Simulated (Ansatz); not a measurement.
Geometry relaxation, with input and output: Zn15Se16 (charge −1) (part 1 of 3)

The run: geometry relaxation of Zn15Se16 (defect cell, 31 atoms in the cell, total charge −1). Method and program: DFT PBE, scalar-relativistic, plane waves, PAW, spin-polarised (Ansatz 0.2.0).

The structure derives from a Materials Project entry. It belongs to a series of runs on one base structure; here: V_Zn, charge -1, atoms relaxed at the host's cell.

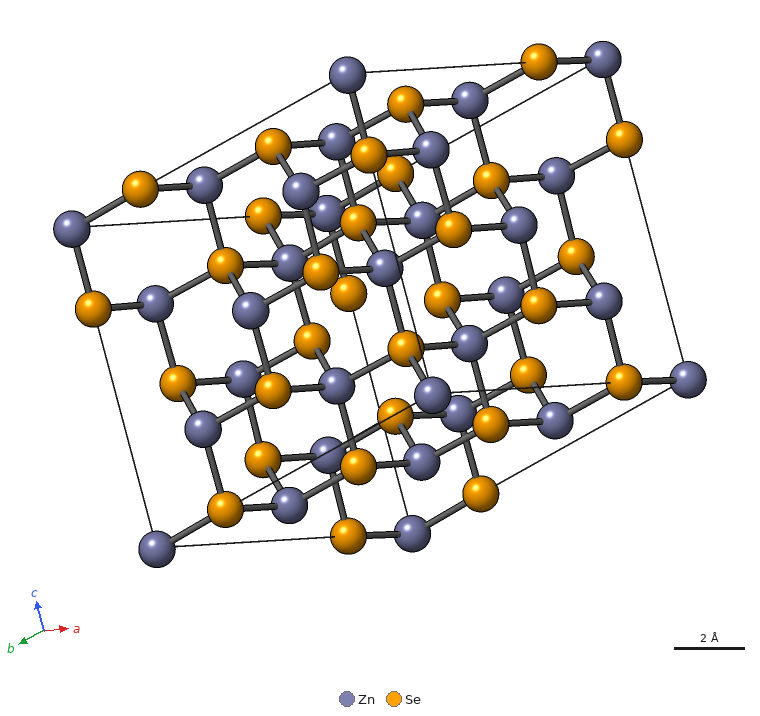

*The input geometry (ball-and-stick view of the cell of the calculation, seen at an oblique angle).*

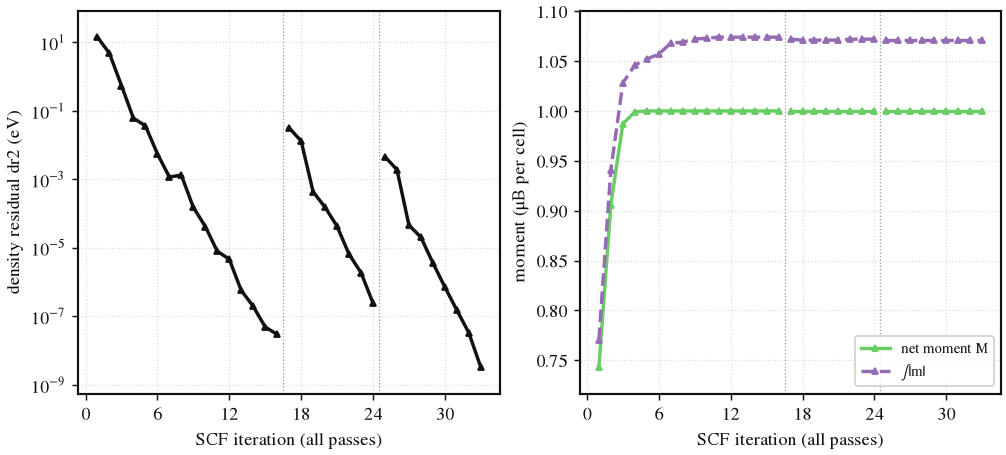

*Convergence of the self-consistent field: density residual dr2 and magnetic moment against the SCF iteration. The dotted lines part the SCF passes of the relaxation: geometry steps, rejected trials and re-solves on a re-selected basis.*

The passes take 16, 8 and 9 iterations. The net moment goes from 0.7 to 1.0 μB per cell.

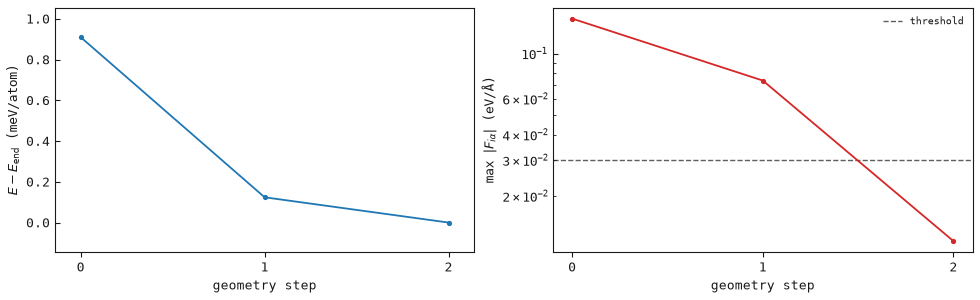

*Progress of the relaxation, step by step (the first geometry is step 0 here and step 1 in the log).*

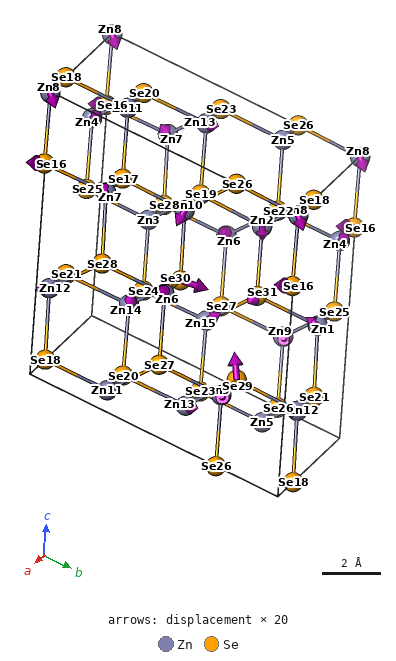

*The starting structure with the displacements as pink arrows, magnified 20 times (ball-and-stick view of the cell of the calculation, seen slightly off an axis).*

Se30 moves most: 0.053 Å. By element the largest moves are Se 0.053 Å, Zn 0.033 Å. The cell stays as it was. Among the contacts that change: Zn15–Se31 2.468 → 2.440 Å, Zn10–Se30 2.457 → 2.441 Å, Zn10–Se19 2.492 → 2.506 Å, Zn12–Se21 2.495 → 2.508 Å. Among the angles that change: Se21–Zn14–Se30 111.3° → 113.4°. After 2 geometry steps the energy has fallen by 0.9 meV per atom. The largest force component goes from 0.15 to 0.012 eV/Å. (Atoms are counted from 1 in the order of the input.)

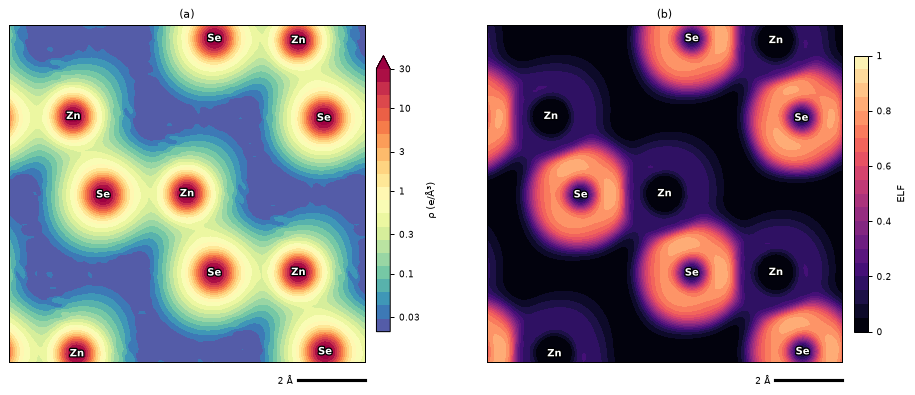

*(a) valence pseudo-density; (b) electron localisation function on the (100) plane of the calculation cell.*

The section cuts through Zn and Se sites. Zn–Se (2.44 Å): ρ is about 0.48 e/Å³ halfway, with its minimum of 0.42 e/Å³ about 1.1 Å from Zn; the ELF is about 0.60 at the midpoint (a polar contact without a shared pair, in a metal). Zn–Se (2.51 Å): the density is about 0.43 e/Å³ at the midpoint; the ELF is about 0.60 at the midpoint; no shared pair; the contact is polar. The density dies away to nearly zero in the voids. In a PAW calculation such maps are meaningful between the atoms, not at the nuclei.

These pictures come from the run below.

**Input**
```yaml
crystal:
  lattice:
    - [-5.7317611755, 5.7317611755, -5.7317611755]
    - [-5.7317611755, -5.7317611755, 5.7317611755]
    - [5.7317611755, 5.7317611755, 5.7317611755]
  atoms:
    - { symbol: Zn, position: [0.5002302702, -0.0051378462, 0.4998721243] }
    - { symbol: Zn, position: [0.5001860939, 0.7502946136, 0.7444580749] }
    - { symbol: Zn, position: [0.2502587499, 0.2502961155, 0.4998429579] }
    - { symbol: Zn, position: [0.2449285683, 0.0002964389, 0.7498006566] }
    - { symbol: Zn, position: [0.2504343482, 0.7504502476, -0.0001907364] }
    - { symbol: Zn, position: [-0.0042842028, 0.5004050612, 0.4999626154] }
    - { symbol: Zn, position: [0.0001797765, 0.2450760309, 0.7497639685] }
    - { symbol: Zn, position: [-0.0002058157, 3.72333e-05, -0.0049480771] }
    - { symbol: Zn, position: [-0.0040436695, 0.7504922464, 0.2502099379] }
    - { symbol: Zn, position: [0.7499638753, 0.500218221, 0.7453711459] }
    - { symbol: Zn, position: [0.7501300147, 0.250247131, -0.0002785902] }
    - { symbol: Zn, position: [0.7501766874, -0.0047876591, 0.2500357079] }
    - { symbol: Zn, position: [0.5047045927, 0.5047189234, 0.0047477801] }
    - { symbol: Zn, position: [0.5053479392, 0.2554039647, 0.2550180818] }
    - { symbol: Zn, position: [0.2548904879, 0.5048598923, 0.2545603342] }
    - { symbol: Se, position: [-0.0046242656, -0.0041567847, 0.7433420637], spin: 0.25 }
    - { symbol: Se, position: [0.7501162025, 0.2496653449, 0.7489643668] }
    - { symbol: Se, position: [0.7502744676, -0.0004792983, -0.0006259589] }
    - { symbol: Se, position: [0.5010919171, 0.5012483209, 0.7505532946] }
    - { symbol: Se, position: [0.4998087693, 0.2507281908, 0.0002787833] }
    - { symbol: Se, position: [0.5009091089, 0.000542696, 0.2507515672] }
    - { symbol: Se, position: [0.2499174824, 0.7503312443, 0.7489939424] }
    - { symbol: Se, position: [0.2506398539, 0.5000867909, 0.000388842] }
    - { symbol: Se, position: [0.2503736318, 0.2504665369, 0.2491691928] }
    - { symbol: Se, position: [0.2498958486, -0.0002637931, 0.5001218391] }
    - { symbol: Se, position: [-0.0005798944, 0.7502018647, -0.0005896537] }
    - { symbol: Se, position: [0.000550224, 0.5008986088, 0.2506651311] }
    - { symbol: Se, position: [-0.0005910729, 0.2496001715, 0.4996479063] }
    - { symbol: Se, position: [0.7509885492, 0.7512453861, 0.2543385095], spin: 0.25 }
    - { symbol: Se, position: [0.7492137897, 0.5034356809, 0.4987127599], spin: 0.25 }
    - { symbol: Se, position: [0.5074527806, 0.7513467125, 0.5012106495], spin: 0.25 }
  host:
    lattice:
      - [0.0, 2.8658805878, 2.8658805878]
      - [2.8658805878, 0.0, 2.8658805878]
      - [2.8658805878, 2.8658805878, 0.0]
    atoms:
      - { symbol: Zn, position: [0.0, 0.0, 0.0] }
      - { symbol: Se, position: [0.75, 0.75, 0.75] }
total_charge: -1
basis:
  ecutwfc: 420
  xc_grid: 2
kpoints:
  mp_grid: { grid: [2, 2, 2], shift: [0.5, 0.5, 0.5] }
hamiltonian:
  xc: pbe
scf:
  occupations: { method: gaussian, width: 0.02 }
  lower_state_search: "off"
output:
  forces: true
  stress: false
  eigenvalues: true
  populations: true
  charged_corrections:
    defect_position: [0.75, 0.75, 0.5]
    epsilon: [[10.7895, 0.0, 0.0], [0.0, 10.7895, 0.0], [0.0, 0.0, 10.7895]]
  write_density: true
  write_potential: true
  elf: true
  volumetric_format: npy
magnetization:
  spin_polarized: true
relax:
  adjacent_minimum: "off"
  f_tol: 0.03
  max_steps: 40
```

Command:
```bash
ansatz run input.yaml --threads 8 --pin off --max-ram 16384MiB --backend cpu --events-out ev --progress --plain --runs-dir out
```

**What the program printed**
```
Engine: ansatz 0.2.0, aarch64-unknown-linux-gnu
Pseudopotentials: kind: paw
Pseudopotential: Zn, paw, valence charge 12, recommended cutoff 420 eV (normal), Zn.paw.azcp
Pseudopotential: Se, paw, valence charge 16, recommended cutoff 420 eV (normal), Se.paw.azcp
Functional definition: PBE
  parameter kappa = 0.804
  parameter beta = 0.06672455060314922
  exchange = pbe_x(kappa = kappa, mu = beta*pi^2/3)
  correlation = pbe_c(beta = beta)
Crystal: 31 atoms, lattice volume = 753.224 Å³
Basis set: ecut = 420 eV, 14771 PW (Γ), exchange–correlation on 144×144×144 points (8 copies of the dense FFT grid, shifted against one another)
Bands: 263, of which v1, the nominal top of the filled ones, is band 219 counted from 1 (218 counted from 0)
Symmetry: 1 space group operations
Space group: P1 (ITA 1), of the structure as read, at distance tolerance 9.1e-5 Å
Magnetic group: BNS 1.1 (UNI 1), of the structure as read, at distance tolerance 9.1e-5 Å
k-points: 4 of 8 (time reversal used)
Non-local potential: Zn, projectors of the file, l = 0: 2, l = 1: 2, l = 2: 3, l = 3: 1
Non-local potential: Se, projectors of the file, l = 0: 2, l = 1: 2, l = 2: 3, l = 3: 1
PAW form: soft (Blöchl's): semilocal exchange-correlation on the pseudo side does not see the compensation charge
PAW one-centre angular grid: Zn, 590 points (default); XC on 64 Gauss nodes
PAW one-centre angular grid: Se, 590 points (default); XC on 64 Gauss nodes
Initial density: superposition of atomic densities (chi_scale 0.1, normalization cell, long waves kept (reshape's long-wave potential 0.16 eV rms))
Starting moments: Σ|m| = 1 μB on 4 of 31 sites
Initial wavefunctions: pseudopotential atomic-orbital guess
Functional: x = pbe(κ = 0.804, μ = 0.2195149727645171), c = pbe(β = 0.06672455060314922)
SCF iter   1: F=—  HF=-137309.289588 eV  |F-HF|=—  |Δ(HF+E_count)|=         —  Δρ=2.76e-2 (↑2.76e-2 ↓2.48e-2)  dr2=1.40e1  dr2_m=3.52e-1  M=0.743 μB ∫|m|=0.770 μB  β_m=0.30  ethr=3.10e-3  ⟨swp⟩=6.0  Hψ=8200  notcnv=0  defer=4
preconditioner: auto → Resta (q_TF=auto, 2.492 Å⁻¹)  ε∞=4.8  [insulator: Δε(μ)=0.041 eV  Ē_g=11.565 eV  σ=0.020 eV  W_gap=0.68  n_scr=200 (ndim 8)  ℏωp=22.5 eV  f_vac=0.079  D(μ)=28.15/eV (n_scr^D=224)  ε∞_Penn≈4.8]
spin=Collinear: Resta preconditioning applied to the charge; magnetization (m = ρ↑ − ρ↓) channel mixes plain (no charge-response kernel on spin).
SCF iter   2: F=—  HF=-137306.058784 eV  |F-HF|=—  |Δ(HF+E_count)|=    3.23e0  Δρ=1.64e-2 (↑1.64e-2 ↓1.38e-2)  dr2=4.69e0  dr2_m=1.77e-1  M=0.906 μB ∫|m|=0.941 μB  β_m=0.30  ethr=3.10e-3  ⟨swp⟩=2.0  Hψ=3120  notcnv=0  defer=308
SCF iter   3: F=—  HF=-137304.486213 eV  |F-HF|=—  |Δ(HF+E_count)|=    1.57e0  Δρ=7.20e-3 (↑7.20e-3 ↓5.09e-3)  dr2=5.42e-1  dr2_m=8.86e-2  M=0.987 μB ∫|m|=1.028 μB  β_m=0.30  ethr=1.07e-3  ⟨swp⟩=2.0  Hψ=3086  notcnv=0  defer=308
SCF iter   4: F=—  HF=-137304.283587 eV  |F-HF|=—  |Δ(HF+E_count)|=   2.03e-1  Δρ=3.04e-3 (↑3.04e-3 ↓2.52e-3)  dr2=6.03e-2  dr2_m=4.39e-2  M=0.999 μB ∫|m|=1.046 μB  β_m=0.30  ethr=1.24e-4  ⟨swp⟩=2.8  Hψ=2946  notcnv=0  defer=308
SCF iter   5: F=—  HF=-137304.283859 eV  |F-HF|=—  |Δ(HF+E_count)|=   2.72e-4  Δρ=2.17e-3 (↑2.09e-3 ↓2.17e-3)  dr2=3.63e-2  dr2_m=2.19e-2  M=1.000 μB ∫|m|=1.052 μB  β_m=0.30  ethr=1.38e-5  ⟨swp⟩=2.0  Hψ=2824  notcnv=0  defer=308
SCF iter   6: F=—  HF=-137304.282287 eV  |F-HF|=—  |Δ(HF+E_count)|=   1.57e-3  Δρ=1.48e-3 (↑1.23e-3 ↓1.48e-3)  dr2=5.54e-3  dr2_m=1.09e-2  M=1.000 μB ∫|m|=1.057 μB  β_m=1.00  ethr=8.30e-6  ⟨swp⟩=2.0  Hψ=2938  notcnv=0  defer=308
SCF iter   7: F=—  HF=-137304.283048 eV  |F-HF|=—  |Δ(HF+E_count)|=   7.60e-4  Δρ=2.66e-4 (↑2.48e-4 ↓2.66e-4)  dr2=1.16e-3  dr2_m=2.98e-5  M=1.000 μB ∫|m|=1.068 μB  β_m=0.30  ethr=1.27e-6  ⟨swp⟩=2.0  Hψ=4220  notcnv=0  defer=308
SCF iter   8: F=—  HF=-137304.284771 eV  |F-HF|=—  |Δ(HF+E_count)|=   1.72e-3  Δρ=2.78e-4 (↑2.76e-4 ↓2.78e-4)  dr2=1.32e-3  dr2_m=1.66e-5  M=1.000 μB ∫|m|=1.069 μB  β_m=1.00  ethr=2.66e-7  ⟨swp⟩=2.0  Hψ=2931  notcnv=0  defer=308
SCF iter   9: F=—  HF=-137304.284442 eV  |F-HF|=—  |Δ(HF+E_count)|=   3.29e-4  Δρ=8.56e-5 (↑8.56e-5 ↓8.02e-5)  dr2=1.52e-4  dr2_m=1.49e-6  M=1.000 μB ∫|m|=1.072 μB  β_m=1.00  ethr=2.66e-7  ⟨swp⟩=2.0  Hψ=3545  notcnv=0  defer=308
SCF iter  10: F=—  HF=-137304.284637 eV  |F-HF|=—  |Δ(HF+E_count)|=   1.96e-4  Δρ=4.35e-5 (↑4.35e-5 ↓3.99e-5)  dr2=4.18e-5  dr2_m=2.35e-7  M=1.000 μB ∫|m|=1.073 μB  β_m=1.00  ethr=3.48e-8  ⟨swp⟩=2.0  Hψ=2698  notcnv=0  defer=308
SCF iter  11: F=—  HF=-137304.284756 eV  |F-HF|=—  |Δ(HF+E_count)|=   1.19e-4  Δρ=1.74e-5 (↑1.63e-5 ↓1.74e-5)  dr2=7.94e-6  dr2_m=2.26e-7  M=1.000 μB ∫|m|=1.074 μB  β_m=0.30  ethr=5.15e-9  ⟨swp⟩=15.0  Hψ=20953  notcnv=0
SCF iter  12: F=—  HF=-137304.284825 eV  |F-HF|=—  |Δ(HF+E_count)|=   6.86e-5  Δρ=1.47e-5 (↑1.47e-5 ↓1.26e-5)  dr2=4.63e-6  dr2_m=1.14e-7  M=1.000 μB ∫|m|=1.074 μB  β_m=1.00  ethr=1.82e-9  ⟨swp⟩=9.5  Hψ=17191  notcnv=0
SCF iter  13: F=—  HF=-137304.284856 eV  |F-HF|=—  |Δ(HF+E_count)|=   3.12e-5  Δρ=7.46e-6 (↑6.54e-6 ↓7.46e-6)  dr2=5.69e-7  dr2_m=3.13e-8  M=1.000 μB ∫|m|=1.074 μB  β_m=1.00  ethr=1.06e-9  ⟨swp⟩=9.1  Hψ=17101  notcnv=0
SCF iter  14: F=—  HF=-137304.284875 eV  |F-HF|=—  |Δ(HF+E_count)|=   1.85e-5  Δρ=2.94e-6 (↑2.89e-6 ↓2.94e-6)  dr2=1.96e-7  dr2_m=1.15e-8  M=1.000 μB ∫|m|=1.074 μB  β_m=1.00  ethr=1.30e-10  ⟨swp⟩=8.1  Hψ=14895  notcnv=0
SCF iter  15: F=—  HF=-137304.284883 eV  |F-HF|=—  |Δ(HF+E_count)|=   8.90e-6  Δρ=1.92e-6 (↑1.92e-6 ↓1.40e-6)  dr2=4.88e-8  dr2_m=3.39e-9  M=1.000 μB ∫|m|=1.074 μB  β_m=0.30  ethr=4.49e-11  ⟨swp⟩=9.0  Hψ=14074  notcnv=0
Mixer restart at iter 15: flushing history
spin-set hold released at iteration 15 (site moments contracting): the magnetisation degrees of freedom join the quasi-Newton model from the next iteration; the mixer history was flushed
SCF iter  16: F=-137304.284892 eV  HF=-137304.284888 eV  |F-HF|=4.29e-6  |Δ(HF+E_count)|=   4.37e-6  Δρ=1.70e-6 (↑1.70e-6 ↓1.23e-6)  dr2=2.98e-8  dr2_m=5.02e-9  M=1.000 μB ∫|m|=1.074 μB  ethr=1.12e-11  ⟨swp⟩=7.9  Hψ=11944  notcnv=0
SCF 1 converged in 16 iterations: F = -137304.284892 eV  dr2 = 2.98e-8
  greatest PAW one-centre occupation: 1.000 electrons in one spin orbital (limit 2), on the Se atom at site 28 (counted from 0), in its partial waves of l = 2
relax step   1: F+E_penalty+E_count = -137304.28489208 eV  Δ(F+E_penalty+E_count) = +0.000e0 eV  max|allowed force component| = 1.484e-1 eV/Å  Δτ_max = 0.0000 Å  (16 SCF iters, dr2 threshold 2.25e-5 eV, accepted)
Initial density: handed on by an earlier stage of this run
Starting moments: Σ|m| = 1 μB on 4 of 31 sites; this step starts from the density that it was given
Initial wavefunctions: those handed on with the density
iter 1 solved again at ethr=7.26e-6 eV; its pass at ethr=3.10e-3 eV (dr2=3.17e-2 eV) is discarded
SCF iter   1: F=—  HF=-137304.317172 eV  |F-HF|=—  |Δ(HF+E_count)|=         —  Δρ=1.65e-3 (↑1.65e-3 ↓1.06e-3)  dr2=3.14e-2  dr2_m=4.87e-3  M=1.000 μB ∫|m|=1.072 μB  β_m=0.30  ethr=7.26e-6  ⟨swp⟩=2.0  Hψ=5603  notcnv=0  defer=308
preconditioner: auto → Resta (q_TF=auto, 2.492 Å⁻¹)  ε∞=5.4  [insulator: Δε(μ)=0.054 eV  Ē_g=10.789 eV  σ=0.020 eV  W_gap=0.78  n_scr=200 (ndim 8)  ℏωp=22.5 eV  f_vac=0.124  D(μ)=26.44/eV (n_scr^D=200)  ε∞_Penn≈5.4]
spin=Collinear: Resta preconditioning applied to the charge; magnetization (m = ρ↑ − ρ↓) channel mixes plain (no charge-response kernel on spin).
SCF iter   2: F=—  HF=-137304.312211 eV  |F-HF|=—  |Δ(HF+E_count)|=   4.96e-3  Δρ=1.14e-3 (↑1.14e-3 ↓7.29e-4)  dr2=1.31e-2  dr2_m=2.45e-3  M=1.000 μB ∫|m|=1.071 μB  β_m=0.59  ethr=7.18e-6  ⟨swp⟩=2.0  Hψ=2225  notcnv=0  defer=308
SCF iter   3: F=—  HF=-137304.309502 eV  |F-HF|=—  |Δ(HF+E_count)|=   2.71e-3  Δρ=1.54e-4 (↑1.28e-4 ↓1.54e-4)  dr2=4.31e-4  dr2_m=4.65e-5  M=1.000 μB ∫|m|=1.071 μB  β_m=0.61  ethr=2.99e-6  ⟨swp⟩=2.0  Hψ=3112  notcnv=0  defer=308
SCF iter   4: F=—  HF=-137304.309228 eV  |F-HF|=—  |Δ(HF+E_count)|=   2.74e-4  Δρ=8.31e-5 (↑5.85e-5 ↓8.31e-5)  dr2=1.52e-4  dr2_m=7.39e-6  M=1.000 μB ∫|m|=1.071 μB  β_m=0.68  ethr=9.87e-8  ⟨swp⟩=2.0  Hψ=3065  notcnv=0  defer=308
SCF iter   5: F=—  HF=-137304.309249 eV  |F-HF|=—  |Δ(HF+E_count)|=   2.07e-5  Δρ=4.04e-5 (↑3.23e-5 ↓4.04e-5)  dr2=4.25e-5  dr2_m=1.47e-6  M=1.000 μB ∫|m|=1.071 μB  β_m=0.65  ethr=3.48e-8  ⟨swp⟩=2.0  Hψ=3065  notcnv=0  defer=308
SCF iter   6: F=—  HF=-137304.309250 eV  |F-HF|=—  |Δ(HF+E_count)|=   1.37e-6  Δρ=1.21e-5 (↑1.10e-5 ↓1.21e-5)  dr2=6.48e-6  dr2_m=3.95e-8  M=1.000 μB ∫|m|=1.072 μB  β_m=0.71  ethr=9.73e-9  ⟨swp⟩=2.0  Hψ=3065  notcnv=0  defer=308
SCF iter   7: F=—  HF=-137304.309253 eV  |F-HF|=—  |Δ(HF+E_count)|=   2.70e-6  Δρ=7.09e-6 (↑5.66e-6 ↓7.09e-6)  dr2=1.88e-6  dr2_m=2.78e-8  M=1.000 μB ∫|m|=1.072 μB  β_m=0.69  ethr=3.15e-10  ⟨swp⟩=14.2  Hψ=18586  notcnv=0
SCF iter   8: F=-137304.309253 eV  HF=-137304.309253 eV  |F-HF|=1.12e-7  |Δ(HF+E_count)|=   4.85e-7  Δρ=2.71e-6 (↑2.33e-6 ↓2.71e-6)  dr2=2.45e-7  dr2_m=3.44e-9  M=1.000 μB ∫|m|=1.072 μB  ethr=3.15e-10  ⟨swp⟩=8.4  Hψ=15843  notcnv=0
SCF 2 converged in 8 iterations: F = -137304.309253 eV  dr2 = 2.45e-7
```
